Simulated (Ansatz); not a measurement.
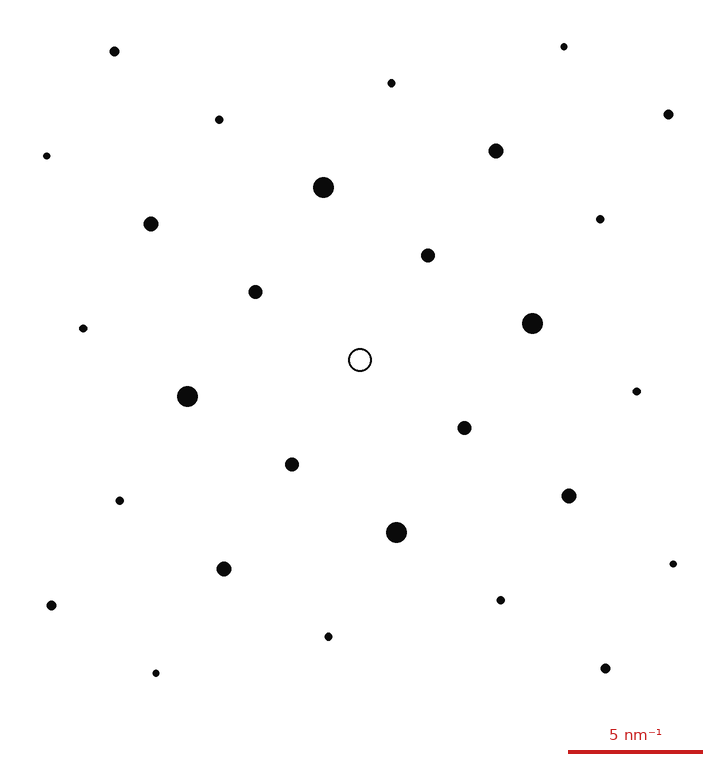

Kinematic zone-axis pattern, calculated for 200 keV electrons with B = 0.8 Å².

It belongs to SiC, space group F-43m (No. 216), a = 4.279 Å. Structure: the end point of a relaxation (final pressure about 13 GPa) with DFT PBEsol, scalar-relativistic, plane waves, PAW (Ansatz 0.2.0); the starting structure was generated, so it need not be a known form of this composition.

```
Si C
1.0
     4.27940    0.00000    0.00000
     0.00000    4.27940    0.00000
     0.00000    0.00000    4.27940
Si C
4 4
Direct
  0.00000 0.00000 0.00000
  0.00000 0.50000 0.50000
  0.50000 0.00000 0.50000
  0.50000 0.50000 0.00000
  0.25000 0.25000 0.75000
  0.25000 0.75000 0.25000
  0.75000 0.25000 0.25000
  0.75000 0.75000 0.75000
```

Question: Determine the zone axis from the geometry of the pattern.

Answer: The spots form a square net with both shortest vectors at d = 2.14 Å, 90.0° apart. They index as 2 0 0 and 0 2 0, so the zone axis is [001] (or an equivalent direction of <001>).

Question: Which reflections of this zone are missing, and why?

Answer: The lattice centring (F) removes all reflections that break h + k = 2n, h + l = 2n.

Question: List the strongest reflections.

Answer: Strongest reflections with d > 0.80 Å, one of each family (|F|² from tabulated Gaussian fits of the electron scattering factors, times a small damping for the curvature of the Ewald sphere):

```tsv
hkl	d (Å)	I (strongest = 100)
2 2 0	1.513	100
4 0 0	1.070	30
2 0 0	2.140	19
4 2 0	0.957	2
```
